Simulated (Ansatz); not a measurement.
# Single-point calculation of PtSe$_{2}$

System: PtSe$_{2}$ (P-3m1, 3 atoms in the cell).
Method: DFT PBEsol, scalar-relativistic, plane waves, PAW, no spin polarisation (Ansatz 0.2.0).

The structure derives from a Materials Project entry. Figures and captions count atoms from 1; the log counts them from 0 in places.

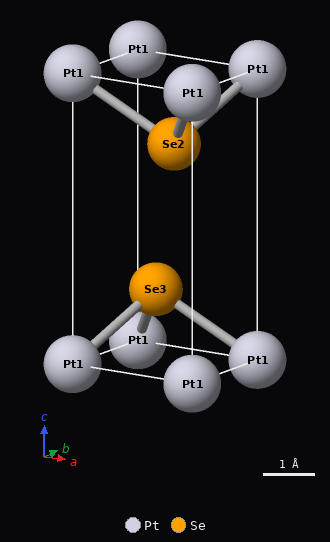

The input geometry (ball-and-stick view of the cell of the calculation, seen slightly off an axis; atoms are numbered from 1 in the order of the input). An atom can appear more than once, as a periodic image. Near neighbours in the periodic cell (some may lie outside the picture): Pt has 6 Se at 2.52 Å; Se has 3 Pt at 2.52 Å.

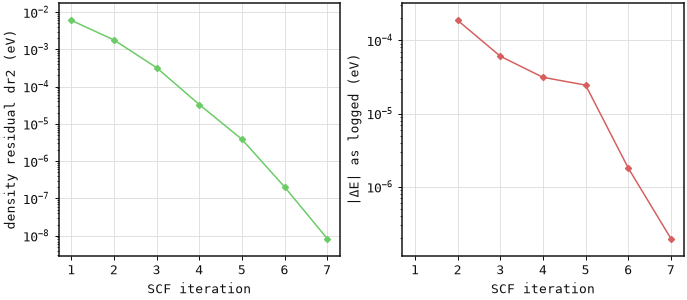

Convergence of the self-consistent field: density residual dr2 and size of the energy change against the SCF iteration. The residual falls at every step.

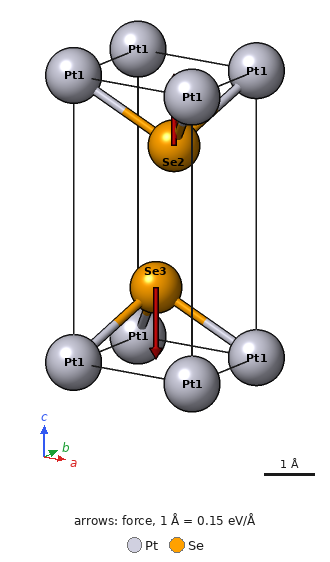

Forces on the atoms as red arrows (ball-and-stick view of the cell of the calculation, seen slightly off an axis; atoms are numbered from 1 in the order of the input). The largest act on Se2, Se3 (0.22 eV/Å). The geometry is not a stationary point of this energy.

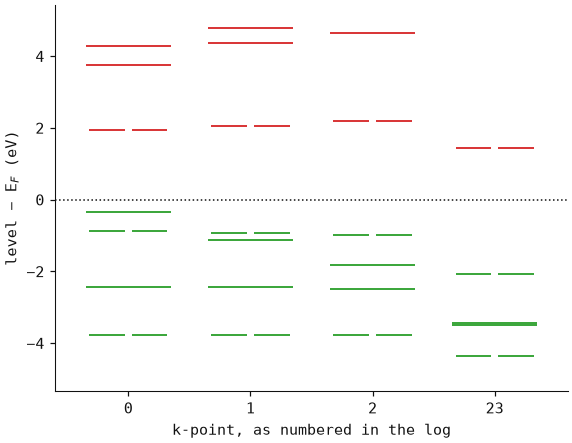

Kohn–Sham levels near the Fermi level (dotted) at the few k-points that the log prints; levels within 0.02 eV of each other stand side by side. Among these points the highest filled and lowest empty levels are 1.78 eV apart; the gap on the full mesh, 0.70 eV, has an edge at a point that isn't printed.

These pictures come from the run below.

## Input
```yaml
crystal:
  lattice:
    - [3.717306548, 0.0, 0.0]
    - [-1.858653274, 3.2192819042, 0.0]
    - [0.0, 0.0, 5.82007402]
  atoms:
    - { symbol: Pt, position: [0.0, 0.0, 0.0] }
    - { symbol: Se, position: [0.66666667, 0.33333333, 0.77461184] }
    - { symbol: Se, position: [0.33333333, 0.66666667, 0.22538816] }
basis:
  ecutwfc: 420
kpoints:
  mp_grid: { grid: [6, 6, 4] }
hamiltonian:
  xc: pbesol
scf:
  occupations: { method: gaussian, width: 0.1 }
output:
  forces: true
  stress: true
  eigenvalues: true
```

Command:
```bash
ansatz run input.yaml --threads 1 --pin off --max-ram 2560MiB --backend cpu --events-out ev --progress --plain --runs-dir out
```

## What the program printed
```
Engine: ansatz 0.2.0, aarch64-unknown-linux-gnu
Pseudopotentials: kind: paw
Pseudopotential: Pt, paw, valence charge 18, recommended cutoff 420 eV (normal), Pt.paw.azcp
Pseudopotential: Se, paw, valence charge 16, recommended cutoff 420 eV (normal), Se.paw.azcp
Functional definition: PBEsol
  exchange = pbesol_x
  correlation = pbesol_c
Crystal: 3 atoms, lattice volume = 69.649 Å³
Basis set: ecut = 420 eV, 1387 PW (Γ), exchange–correlation on 50×50×80 points (8 copies of the dense FFT grid, shifted against one another)
Bands: 30, of which v1, the nominal top of the filled ones, is band 25 counted from 1 (24 counted from 0)
Symmetry: 12 space group operations
Space group: P-3m1 (ITA 164), of the structure as read, at distance tolerance 4.1e-5 Å
k-points: 24 of 144
Non-local potential: Pt, projectors of the file, l = 0: 3, l = 1: 2, l = 2: 2, l = 3: 1
Non-local potential: Se, projectors of the file, l = 0: 2, l = 1: 2, l = 2: 3, l = 3: 1
PAW form: soft (Blöchl's): semilocal exchange-correlation on the pseudo side does not see the compensation charge
PAW frozen core: Pt, regenerated for the run's functional, and the local potential with it (the file was generated under x = pbe(κ = 0.804, μ = 0.2195149727645171), c = pbe(β = 0.06672455060314922))
PAW frozen core: Se, regenerated for the run's functional, and the local potential with it (the file was generated under x = pbe(κ = 0.804, μ = 0.2195149727645171), c = pbe(β = 0.06672455060314922))
PAW one-centre angular grid: Pt, 590 points (default); XC on 64 Gauss nodes
PAW one-centre angular grid: Se, 590 points (default); XC on 64 Gauss nodes
Initial density: superposition of atomic densities (neutral atoms: chi_scale 0, normalization atom), corrected by the library's trained network
Initial wavefunctions: pseudopotential atomic-orbital guess
Functional: x = pbesol(κ = 0.804, μ = 0.12345679012345678), c = pbesol(β = 0.046)
SCF iter   1: F=—  HF=-23233.393955 eV  |F-HF|=—  |Δ(HF+E_count)|=         —  Δρ=3.06e-3  dr2=6.02e-3  ethr=1.77e-3  ⟨swp⟩=5.6  Hψ=2761  notcnv=0
preconditioner: auto → Resta (q_TF=auto, 2.582 Å⁻¹)  ε∞=5.5  [insulator: Δε(μ)=0.732 eV  Ē_g=9.798 eV  σ=0.100 eV  W_gap=1.00  n_scr=22 (ndim 8)  ℏωp=20.9 eV  f_vac=0.137  D(μ)=0.00/eV (n_scr^D=0)  ε∞_Penn≈5.5]
SCF iter   2: F=—  HF=-23233.393767 eV  |F-HF|=—  |Δ(HF+E_count)|=   1.88e-4  Δρ=1.31e-3  dr2=1.79e-3  ethr=1.20e-5  ⟨swp⟩=3.0  Hψ=1567  notcnv=0
SCF iter   3: F=—  HF=-23233.393707 eV  |F-HF|=—  |Δ(HF+E_count)|=   6.07e-5  Δρ=6.61e-4  dr2=3.23e-4  ethr=3.57e-6  ⟨swp⟩=2.0  Hψ=826  notcnv=0
SCF iter   4: F=—  HF=-23233.393738 eV  |F-HF|=—  |Δ(HF+E_count)|=   3.13e-5  Δρ=1.72e-4  dr2=3.32e-5  ethr=6.45e-7  ⟨swp⟩=2.0  Hψ=914  notcnv=0
SCF iter   5: F=—  HF=-23233.393713 eV  |F-HF|=—  |Δ(HF+E_count)|=   2.45e-5  Δρ=7.18e-5  dr2=3.87e-6  ethr=6.63e-8  ⟨swp⟩=2.0  Hψ=1200  notcnv=0
SCF iter   6: F=—  HF=-23233.393715 eV  |F-HF|=—  |Δ(HF+E_count)|=   1.80e-6  Δρ=1.52e-5  dr2=2.05e-7  ethr=7.73e-9  ⟨swp⟩=2.0  Hψ=929  notcnv=0
SCF iter   7: F=-23233.393715 eV  HF=-23233.393715 eV  |F-HF|=9.16e-9  |Δ(HF+E_count)|=   1.96e-7  Δρ=3.26e-6  dr2=8.41e-9  ethr=2.00e-10  ⟨swp⟩=8.0  Hψ=2821  notcnv=0
SCF 1 converged in 7 iterations: F = -23233.393715 eV  dr2 = 8.41e-9
  greatest PAW one-centre occupation: 1.000 electrons in one spin orbital (limit 2), on the Pt atom at site 0 (counted from 0), in its partial waves of l = 0
SCF converged after 7 iterations
Free energy (F): -23233.393715 eV
Harris-Foulkes:  -23233.393715 eV  (|F-HF|=9.16e-9)
Internal energy: -23233.393715 eV  (E = F + TS)
E sigma→0 (E₀):  -23233.393715 eV
Fermi energy:    10.700405 eV
--- Per-component energies (eV) ---
  E_band       = -1075.569258
  E_kinetic    = 873.187047
  E_local      = -7919.914054  (includes V_loc(G=0)·N_el)
  E_nonlocal   = -981.319618
  E_hartree    = 3654.163690
  E_xc         = -466.314776
  E_vxc        = -497.701128  (∫ρ·V_xc dr)
  E_paw        = -13053.296069  (= ΣΔE_a)
  E_vpaw       = 141.854306  (= ΣTr[D̂ρ^β])
  E_aug_tail   = -0.001010  (compensation charges beyond the density's cutoff)
  E_ewald      = -5342.202808
  E_core_change = 2.303882  (= ΣΔE_core)
  E_smearing   = -0.000000  (= −TS)
  E_closure    = 0.000000  (closes the sum)
  Σ components = -23233.393715   (vs F -23233.393715, Δ=0.00e0)
--- Forces (eV/Å), atoms counted from 1 ---
  atom   1  Pt     0.00000000     0.00000000     0.00000000
  atom   2  Se     0.00000000     0.00000000     0.22177497
  atom   3  Se    -0.00000000    -0.00000000    -0.22177497
  max |Σ_I F_I| component: 2.78e-17 eV/Å
--- Stress (GPa, compression-positive) ---
       -1.568140       0.000000       0.000000
        0.000000      -1.568140       0.000000
        0.000000       0.000000      -2.330137
  P = ⅓ Tr σ = -1.8221 GPa (-18.221 kbar)
--- Band table (eV; the first three rows and the last of 24) ---
  k-point 0: bands = ["-88.6851", "-42.8728", "-42.8728", "-42.8170", "-37.6120", "-37.6120", "-37.6102", "-37.6102", "-37.5849", "-37.5849", "-37.5819", "-37.5819", "-37.5727", "-37.5722", "-4.3808", "-2.3086", "4.1964", "4.6500", "4.6500", "6.9275", "6.9275", "8.2745", "9.8289", "9.8289", "10.3616", "12.6286", "12.6286", "14.4586", "14.9746", "18.2129"]
  k-point 1: bands = ["-88.6851", "-42.8728", "-42.8728", "-42.8170", "-37.6120", "-37.6120", "-37.6102", "-37.6102", "-37.5848", "-37.5848", "-37.5819", "-37.5819", "-37.5726", "-37.5722", "-4.3014", "-2.4785", "4.5792", "4.6555", "4.6555", "6.9245", "6.9245", "8.2623", "9.5678", "9.7662", "9.7662", "12.7585", "12.7585", "15.0597", "15.4785", "18.1143"]
  k-point 2: bands = ["-88.6851", "-42.8728", "-42.8728", "-42.8170", "-37.6120", "-37.6120", "-37.6102", "-37.6102", "-37.5848", "-37.5848", "-37.5820", "-37.5820", "-37.5726", "-37.5723", "-4.2084", "-2.6566", "4.6610", "4.6610", "5.0389", "6.9216", "6.9216", "8.2104", "8.8636", "9.7066", "9.7066", "12.8900", "12.8900", "15.3414", "16.3897", "18.0016"]
  k-point 23: bands = ["-88.6849", "-42.8802", "-42.8802", "-42.8162", "-37.6115", "-37.6111", "-37.6111", "-37.6100", "-37.5850", "-37.5831", "-37.5831", "-37.5824", "-37.5721", "-37.5721", "-2.6096", "-2.6096", "4.5535", "4.7816", "4.7816", "6.3466", "6.3466", "7.2086", "7.2686", "8.6121", "8.6121", "12.1390", "12.1390", "16.7327", "17.3594", "17.3594"]
```

## Summary

| quantity | value |
| --- | --- |
| outcome | converged |
| space group (tolerance 0.01 Å) | P-3m1 (164) |
| electrons treated | 50 |
| free energy | −23233.3937 eV |
| Fermi energy | 10.700 eV |
| gap on the k-point mesh | 0.70 eV |
| pressure | −1.82 GPa |
| largest force (length of the vector) | 0.222 eV/Å |
| hardware | 1 thread of Arm Neoverse N1, 24 GiB of memory available, shared host |
| wall time | 4.4 s |
| peak memory | 0.34 GiB |

## Notes

Spin–orbit coupling is left out, which matters for Pt.
